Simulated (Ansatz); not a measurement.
# Geometry relaxation of ZnS (part 2 of 2)

The same run, continued: ZnS (F-43m, 2 atoms in the cell); DFT PBEsol, scalar-relativistic, plane waves, PAW, no spin polarisation (Ansatz 0.2.0); cutoff 420 eV, 10×10×10 k-mesh, fixed occupations. The structure derives from an entry of the Crystallography Open Database. It belongs to a series of runs on one base structure; here: relaxed at 50 GPa.

Geometry of the input (Å; fractional positions):
```
0.0000  2.6783  2.6783
2.6783  0.0000  2.6783
2.6783  2.6783  0.0000
Zn 0.0000  0.0000  0.0000
S  0.7500  0.7500  0.7500
```

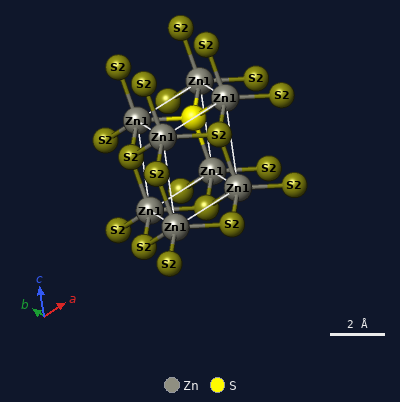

Figure 1. The geometry at step 2 of the log (ball-and-stick view of the cell of the calculation, seen slightly off an axis; neighbours outside the cell are drawn fainter; atoms are numbered from 1 in the order of the input).

The program's output, continued:
```
relax step   3: F+E_penalty+E_count = -4166.28782171 eV  Δ(F+E_penalty+E_count) = +9.142e-1 eV  max|allowed force component| = 3.932e-17 eV/Å  Δτ_max = 0.0000 Å  P = +48.156 GPa  Ω = 28.244 Å³  energy of the carried Pulay correction = +4.696e-3 eV  (7 SCF iters, dr2 threshold 2.00e-7 eV, accepted)
Crystal: 2 atoms, lattice volume = 28.014 Å³
iter 1 solved again at ethr=1.17e-6 eV; its pass at ethr=3.10e-3 eV (dr2=2.11e-4 eV) is discarded
SCF iter   1: F=—  HF=-4166.217419 eV  |F-HF|=—  |Δ(HF+E_count)|=         —  Δρ=1.05e-3  dr2=2.37e-4  ethr=1.17e-6  ⟨swp⟩=2.3  Hψ=3614  notcnv=0  defer=87
preconditioner: auto → none  [insulator: Δε(μ)=2.262 eV  Ē_g=14.090 eV  n_scr=8 (ndim 8)  ℏωp=29.8 eV  f_vac=0.000  ε∞_Penn≈5.5]
SCF iter   2: F=—  HF=-4166.217362 eV  |F-HF|=—  |Δ(HF+E_count)|=   5.68e-5  Δρ=3.19e-4  dr2=2.55e-5  ethr=1.17e-6  ⟨swp⟩=2.0  Hψ=1092  notcnv=0  defer=86
SCF iter   3: F=—  HF=-4166.217339 eV  |F-HF|=—  |Δ(HF+E_count)|=   2.31e-5  Δρ=2.69e-4  dr2=1.06e-5  ethr=1.42e-7  ⟨swp⟩=2.0  Hψ=1057  notcnv=0  defer=56
SCF iter   4: F=—  HF=-4166.217337 eV  |F-HF|=—  |Δ(HF+E_count)|=   2.23e-6  Δρ=9.27e-5  dr2=1.58e-6  ethr=5.86e-8  ⟨swp⟩=2.1  Hψ=863  notcnv=0  defer=21
SCF iter   5: F=-4166.217337 eV  HF=-4166.217337 eV  |F-HF|=7.95e-9  |Δ(HF+E_count)|=   3.09e-7  Δρ=1.56e-5  dr2=5.08e-8  ethr=1.11e-9  ⟨swp⟩=8.0  Hψ=5235  notcnv=0
SCF 4 converged in 5 iterations: F = -4166.217337 eV  dr2 = 5.08e-8
relax step   4: F+E_penalty+E_count = -4166.21733671 eV  Δ(F+E_penalty+E_count) = +7.048e-2 eV  max|allowed force component| = 4.626e-17 eV/Å  Δτ_max = 0.0000 Å  P = +50.334 GPa  Ω = 28.014 Å³  energy of the carried Pulay correction = +4.819e-3 eV  (5 SCF iters, dr2 threshold 2.00e-7 eV, accepted)
Crystal: 2 atoms, lattice volume = 28.049 Å³
iter 1 solved again at ethr=2.33e-8 eV; its pass at ethr=3.10e-3 eV (dr2=4.20e-6 eV) is discarded
SCF iter   1: F=—  HF=-4166.228283 eV  |F-HF|=—  |Δ(HF+E_count)|=         —  Δρ=1.48e-4  dr2=4.77e-6  ethr=2.33e-8  ⟨swp⟩=2.2  Hψ=3469  notcnv=0
preconditioner: auto → none  [insulator: Δε(μ)=2.261 eV  Ē_g=14.092 eV  n_scr=8 (ndim 8)  ℏωp=29.7 eV  f_vac=0.000  ε∞_Penn≈5.5]
SCF iter   2: F=—  HF=-4166.228274 eV  |F-HF|=—  |Δ(HF+E_count)|=   9.07e-6  Δρ=4.37e-5  dr2=4.62e-7  ethr=2.33e-8  ⟨swp⟩=2.0  Hψ=994  notcnv=0  defer=3
SCF iter   3: F=—  HF=-4166.228273 eV  |F-HF|=—  |Δ(HF+E_count)|=   3.23e-7  Δρ=3.81e-5  dr2=2.10e-7  ethr=1.11e-9  ⟨swp⟩=10.6  Hψ=6027  notcnv=0
SCF iter   4: F=-4166.228273 eV  HF=-4166.228273 eV  |F-HF|=1.94e-8  |Δ(HF+E_count)|=   4.93e-8  Δρ=1.34e-5  dr2=3.14e-8  ethr=1.11e-9  ⟨swp⟩=7.5  Hψ=3472  notcnv=0
SCF 5 converged in 4 iterations: F = -4166.228273 eV  dr2 = 3.14e-8
relax step   5: F+E_penalty+E_count = -4166.22827322 eV  Δ(F+E_penalty+E_count) = -1.094e-2 eV  max|allowed force component| = 5.551e-17 eV/Å  Δτ_max = 0.0000 Å  P = +49.999 GPa  Ω = 28.049 Å³  energy of the carried Pulay correction = +4.800e-3 eV  (4 SCF iters, dr2 threshold 2.00e-7 eV, accepted)
Basis set: ecut = 420 eV, 537 PW (Γ), exchange–correlation on 48×48×48 points (8 copies of the dense FFT grid, shifted against one another)
Initial wavefunctions: pseudopotential atomic-orbital guess (no wavefunctions were taken with the density)
iter 1 solved again at ethr=2.59e-7 eV; its pass at ethr=3.10e-3 eV (dr2=4.67e-5 eV) is discarded
SCF iter   1: F=—  HF=-4166.225275 eV  |F-HF|=—  |Δ(HF+E_count)|=         —  Δρ=4.05e-4  dr2=1.05e-5  ethr=2.59e-7  ⟨swp⟩=2.7  Hψ=4854  notcnv=0  defer=82
preconditioner: auto → none  [insulator: Δε(μ)=2.262 eV  Ē_g=14.091 eV  n_scr=8 (ndim 8)  ℏωp=29.7 eV  f_vac=0.000  ε∞_Penn≈5.5]
SCF iter   2: F=—  HF=-4166.225252 eV  |F-HF|=—  |Δ(HF+E_count)|=   2.26e-5  Δρ=4.03e-4  dr2=1.93e-5  ethr=5.82e-8  ⟨swp⟩=2.0  Hψ=987  notcnv=0  defer=76
SCF iter   3: F=—  HF=-4166.225257 eV  |F-HF|=—  |Δ(HF+E_count)|=   4.83e-6  Δρ=1.68e-4  dr2=5.37e-6  ethr=5.82e-8  ⟨swp⟩=2.0  Hψ=987  notcnv=0  defer=2
SCF iter   4: F=—  HF=-4166.225253 eV  |F-HF|=—  |Δ(HF+E_count)|=   3.85e-6  Δρ=1.61e-5  dr2=2.22e-8  ethr=2.99e-8  ⟨swp⟩=2.0  Hψ=987  notcnv=0
SCF iter   5: F=—  HF=-4166.225254 eV  |F-HF|=—  |Δ(HF+E_count)|=   5.31e-7  Δρ=3.50e-6  dr2=8.62e-10  ethr=1.23e-10  ⟨swp⟩=2.6  Hψ=1044  notcnv=0
SCF iter   6: F=—  HF=-4166.225254 eV  |F-HF|=—  |Δ(HF+E_count)|=  9.16e-10  Δρ=4.09e-7  dr2=1.24e-11  ethr=4.79e-12  ⟨swp⟩=2.0  Hψ=1034  notcnv=0
SCF iter   7: F=-4166.225254 eV  HF=-4166.225254 eV  |F-HF|=1.82e-12  |Δ(HF+E_count)|=  1.46e-11  Δρ=1.65e-8  dr2=2.04e-14  ethr=1.00e-12  ⟨swp⟩=5.5  Hψ=2725  notcnv=0
SCF 6 converged in 7 iterations: F = -4166.225254 eV  dr2 = 2.04e-14
relax step   6: F+E_penalty+E_count = -4166.22525388 eV  Δ(F+E_penalty+E_count) = +3.019e-3 eV  max|allowed force component| = 4.279e-17 eV/Å  Δτ_max = 0.0000 Å  P = +49.929 GPa  Ω = 28.049 Å³  stress off target by 7.15e-2 GPa  SCF on the basis re-selected at this cell (its energy is not comparable with the rows above)  (7 SCF iters)
basis re-selected at this cell: Δ(F+E_penalty+E_count) = +3.019e-3 eV, ΔP = -0.070 GPa vs the last step (what re-selecting the basis moved, of the pressure what is left beyond the Pulay correction that the steps carried, after the strain that the cell walked since its last selection, with what the two solves' SCF thresholds leave and, on support functions, any second-order correction that the steps lacked; it is no measure of the basis error at this ecutwfc). The dense FFT grid was sized anew with the basis: this SCF ran on 24×24×24 points, the steps before it on 27×27×27, so part of this shift can come from that change (see relax.cell in the input reference). This SCF's stress stands 7.15e-2 GPa from its target on what of the cell is left free (relax.cell.stress_tol is 2.00e-2 GPa) and its largest allowed force component is 4.28e-17 eV/Å (relax.f_tol is 1.00e-3 eV/Å): not within both, so this SCF does not close the relaxation
Crystal: 2 atoms, lattice volume = 28.042 Å³
iter 1 solved again at ethr=1.46e-9 eV; its pass at ethr=3.10e-3 eV (dr2=2.63e-7 eV) is discarded
SCF iter   1: F=—  HF=-4166.222957 eV  |F-HF|=—  |Δ(HF+E_count)|=         —  Δρ=3.49e-5  dr2=2.59e-7  ethr=1.46e-9  ⟨swp⟩=2.7  Hψ=3582  notcnv=0
preconditioner: auto → none  [insulator: Δε(μ)=2.261 eV  Ē_g=14.092 eV  n_scr=8 (ndim 8)  ℏωp=29.8 eV  f_vac=0.000  ε∞_Penn≈5.5]
SCF iter   2: F=—  HF=-4166.222932 eV  |F-HF|=—  |Δ(HF+E_count)|=   2.52e-5  Δρ=1.14e-5  dr2=3.03e-8  ethr=1.44e-9  ⟨swp⟩=2.0  Hψ=988  notcnv=0
SCF iter   3: F=-4166.222932 eV  HF=-4166.222932 eV  |F-HF|=6.73e-9  |Δ(HF+E_count)|=   1.83e-8  Δρ=8.30e-6  dr2=1.03e-8  ethr=7.09e-11  ⟨swp⟩=9.0  Hψ=4338  notcnv=0
SCF 7 converged in 3 iterations: F = -4166.222932 eV  dr2 = 1.03e-8
relax step   7: F+E_penalty+E_count = -4166.22293167 eV  Δ(F+E_penalty+E_count) = +2.322e-3 eV  max|allowed force component| = 6.014e-17 eV/Å  Δτ_max = 0.0000 Å  P = +50.000 GPa  Ω = 28.042 Å³  energy of the carried Pulay correction = +5.451e-6 eV  (3 SCF iters, dr2 threshold 1.28e-8 eV, accepted)
iter 1 solved again at ethr=3.63e-7 eV; its pass at ethr=3.10e-3 eV (dr2=6.53e-5 eV) is discarded
SCF iter   1: F=—  HF=-4166.222957 eV  |F-HF|=—  |Δ(HF+E_count)|=         —  Δρ=8.86e-6  dr2=1.21e-8  ethr=3.63e-7  ⟨swp⟩=2.6  Hψ=4830  notcnv=0  defer=82
eigensolver tolerance schedule: the retry pair's looser diagonalisation over-reported the residual by 5404.47 of it (diagonalisation noise at 1.72 of the residual, at the tolerance the schedule requests for it); recorded, not acted on — ethr = c·dr2/N_el stays at c = 1.0e-1
SCF iter   2: F=—  HF=-4166.222932 eV  |F-HF|=—  |Δ(HF+E_count)|=   2.55e-5  Δρ=3.30e-6  dr2=2.75e-9  ethr=6.71e-11  ⟨swp⟩=2.5  Hψ=1109  notcnv=0  defer=74
SCF iter   3: F=—  HF=-4166.222932 eV  |F-HF|=—  |Δ(HF+E_count)|=   1.30e-9  Δρ=1.91e-6  dr2=5.32e-10  ethr=1.53e-11  ⟨swp⟩=2.0  Hψ=987  notcnv=0  defer=74
SCF iter   4: F=—  HF=-4166.222932 eV  |F-HF|=—  |Δ(HF+E_count)|=  9.09e-13  Δρ=4.32e-7  dr2=3.85e-11  ethr=2.96e-12  ⟨swp⟩=2.0  Hψ=940  notcnv=0  defer=74
SCF iter   5: F=-4166.222932 eV  HF=-4166.222932 eV  |F-HF|=1.82e-12  |Δ(HF+E_count)|=  1.00e-11  Δρ=7.59e-8  dr2=1.08e-12  ethr=1.00e-12  ⟨swp⟩=6.6  Hψ=3723  notcnv=0
SCF 8 converged in 5 iterations: F = -4166.222932 eV  dr2 = 1.08e-12
relax step   8: F+E_penalty+E_count = -4166.22293168 eV  Δ(F+E_penalty+E_count) = -4.416e-9 eV  max|allowed force component| = 5.089e-17 eV/Å  Δτ_max = 0.0000 Å  P = +50.000 GPa  Ω = 28.042 Å³  stress off target by 7.57e-5 GPa  SCF on the basis re-selected at this cell (its energy is not comparable with the rows above)  (5 SCF iters)
basis re-selected at this cell: Δ(F+E_penalty+E_count) = -4.416e-9 eV, ΔP = +0.000 GPa vs the last step (what re-selecting the basis moved, of the pressure what is left beyond the Pulay correction that the steps carried, after the strain that the cell walked since its last selection, with what the two solves' SCF thresholds leave and, on support functions, any second-order correction that the steps lacked; it is no measure of the basis error at this ecutwfc). This SCF's stress stands 7.57e-5 GPa from its target on what of the cell is left free (relax.cell.stress_tol is 2.00e-2 GPa) and its largest allowed force component is 5.09e-17 eV/Å (relax.f_tol is 1.00e-3 eV/Å): within both
SCF converged after 5 iterations
Free energy (F): -4166.222932 eV
Harris-Foulkes:  -4166.222932 eV  (|F-HF|=1.82e-12)
Internal energy: -4166.222932 eV  (E = F + TS)
E sigma→0 (E₀):  -4166.222932 eV
Fermi energy:    11.097964 eV
--- Per-component energies (eV) ---
  E_band       = 69.577154
  E_kinetic    = 249.858121
  E_local      = -1809.271546  (includes V_loc(G=0)·N_el)
  E_nonlocal   = 641.312332
  E_hartree    = 764.245445
  E_xc         = -238.210970
  E_vxc        = -148.179353  (∫ρ·V_xc dr)
  E_paw        = -2370.558764  (= ΣΔE_a)
  E_vpaw       = -392.632927  (= ΣTr[D̂ρ^β])
  E_aug_tail   = -0.000343  (compensation charges beyond the density's cutoff)
  E_ewald      = -1404.456511
  E_core_change = 0.859304  (= ΣΔE_core)
  E_smearing   = -0.000000  (= −TS)
  E_closure    = 0.000000  (closes the sum)
  Σ components = -4166.222932   (vs F -4166.222932, Δ=0.00e0)
--- Forces (eV/Å), atoms counted from 1 ---
  atom   1  Zn    -0.00000000    -0.00000000     0.00000000
  atom   2  S      0.00000000    -0.00000000    -0.00000000
  max |Σ_I F_I| component: 8.56e-17 eV/Å
--- Stress (GPa, compression-positive) ---
       50.000076      -0.000000      -0.000000
       -0.000000      50.000076       0.000000
       -0.000000       0.000000      50.000076
  P = ⅓ Tr σ = 50.0001 GPa (500.001 kbar)
--- Band table (eV; the first three rows and the last of 47) ---
  k-point 0: bands = ["-5.1164", "2.6312", "2.6312", "2.6312", "3.6085", "3.6085", "11.0980", "11.0980", "11.0980", "14.6223", "16.8061", "16.8061", "16.8061"]
  k-point 1: bands = ["-4.9875", "2.6060", "2.6571", "2.6571", "3.6045", "3.6045", "10.0835", "10.9144", "10.9144", "15.1474", "16.9846", "17.0758", "17.0758"]
  k-point 2: bands = ["-4.6239", "2.5553", "2.7206", "2.7206", "3.6023", "3.6023", "8.2000", "10.4913", "10.4913", "15.2993", "17.5675", "17.5675", "18.0618"]
  k-point 46: bands = ["-2.7840", "2.5838", "3.1941", "3.2974", "3.5806", "4.4323", "4.6053", "6.2745", "6.8195", "15.9051", "17.3032", "19.8794", "19.9067"]
--- Relaxed structure (6 steps of the walk, 6 accepted, 2 SCFs on fresh bases) ---
  F+E_penalty+E_count = -4166.22293168 eV   max|allowed force component| = 5.089e-17 eV/Å   (the final SCF, on the basis selected at the relaxed cell)
  cell:  # Å, volume = 28.0420 Å³
    - [-2.953177992786225e-33, 2.4113461867289763, 2.4113461867289763]
    - [2.4113461867289763, 8.255571638733391e-33, 2.4113461867289763]
    - [2.4113461867289763, 2.4113461867289763, 8.153664163211528e-33]
  atoms:
    - { symbol: Zn, position: [1.3602931519284284e-33, -1.540067577293419e-33, -1.1925036882544373e-33] }
    - { symbol: S, position: [0.75, 0.75, 0.75] }
```

Trajectory as extended XYZ (Å, eV, eV/Å), 8 frames, from step=1 to step=8:
```
2
Lattice="0.0000 2.6783 2.6783 2.6783 0.0000 2.6783 2.6783 2.6783 0.0000" Properties=species:S:1:pos:R:3:forces:R:3 step=1 energy=-4167.44048 pressure_GPa=-0.00
Zn    0.0000    0.0000    0.0000    0.0000   0.0000   0.0000
S     4.0174    4.0174    4.0174    0.0000   0.0000   0.0000
2
Lattice="0.0000 2.5477 2.5477 2.5477 0.0000 2.5477 2.5477 2.5477 0.0000" Properties=species:S:1:pos:R:3:forces:R:3 step=2 energy=-4167.20197 pressure_GPa=16.53
Zn    0.0000    0.0000    0.0000    0.0000   0.0000   0.0000
S     3.8215    3.8215    3.8215    0.0000   0.0000   0.0000
2
Lattice="0.0000 2.4171 2.4171 2.4171 0.0000 2.4171 2.4171 2.4171 0.0000" Properties=species:S:1:pos:R:3:forces:R:3 step=3 energy=-4166.28782 pressure_GPa=48.16
Zn    0.0000    0.0000    0.0000    0.0000   0.0000   0.0000
S     3.6257    3.6257    3.6257    0.0000   0.0000   0.0000
2
Lattice="0.0000 2.4106 2.4106 2.4106 0.0000 2.4106 2.4106 2.4106 0.0000" Properties=species:S:1:pos:R:3:forces:R:3 step=4 energy=-4166.21734 pressure_GPa=50.33
Zn    0.0000    0.0000    0.0000    0.0000   0.0000   0.0000
S     3.6158    3.6158    3.6158    0.0000   0.0000   0.0000
2
Lattice="0.0000 2.4116 2.4116 2.4116 0.0000 2.4116 2.4116 2.4116 0.0000" Properties=species:S:1:pos:R:3:forces:R:3 step=5 energy=-4166.22827 pressure_GPa=50.00
Zn    0.0000    0.0000    0.0000    0.0000   0.0000   0.0000
S     3.6173    3.6173    3.6173    0.0000   0.0000   0.0000
2
Lattice="0.0000 2.4116 2.4116 2.4116 0.0000 2.4116 2.4116 2.4116 0.0000" Properties=species:S:1:pos:R:3:forces:R:3 step=6 energy=-4166.22525 pressure_GPa=49.93
Zn    0.0000    0.0000    0.0000    0.0000   0.0000   0.0000
S     3.6173    3.6173    3.6173    0.0000   0.0000   0.0000
2
Lattice="0.0000 2.4113 2.4113 2.4113 0.0000 2.4113 2.4113 2.4113 0.0000" Properties=species:S:1:pos:R:3:forces:R:3 step=7 energy=-4166.22293 pressure_GPa=50.00
Zn    0.0000    0.0000    0.0000    0.0000   0.0000   0.0000
S     3.6170    3.6170    3.6170    0.0000   0.0000   0.0000
2
Lattice="0.0000 2.4113 2.4113 2.4113 0.0000 2.4113 2.4113 2.4113 0.0000" Properties=species:S:1:pos:R:3:forces:R:3 step=8 energy=-4166.22293 pressure_GPa=50.00
Zn    0.0000    0.0000    0.0000    0.0000   0.0000   0.0000
S     3.6170    3.6170    3.6170    0.0000   0.0000   0.0000
```

Key numbers:

```csv
quantity,value
outcome,converged
space group (tolerance 0.01 Å),F-43m (216)
electrons treated,18
free energy,−4166.2229 eV
Fermi energy,11.098 eV
gap on the k-point mesh,2.26 eV
pressure,50.00 GPa
final volume,28.04 Å³
largest force (length of the vector) at the end,under 0.001 eV/Å
final cell,"a = 3.410 Å, b = 3.410 Å, c = 3.410 Å, α = 60.00°, β = 60.00°, γ = 60.00°"
hardware,"1 thread of Intel Xeon (Granite Rapids), 192 GiB of memory available, shared host"
wall time,19 s
peak memory,0.36 GiB
```

The cell was relaxed to the target pressure of the input; what is minimised is then the enthalpy E + pV.
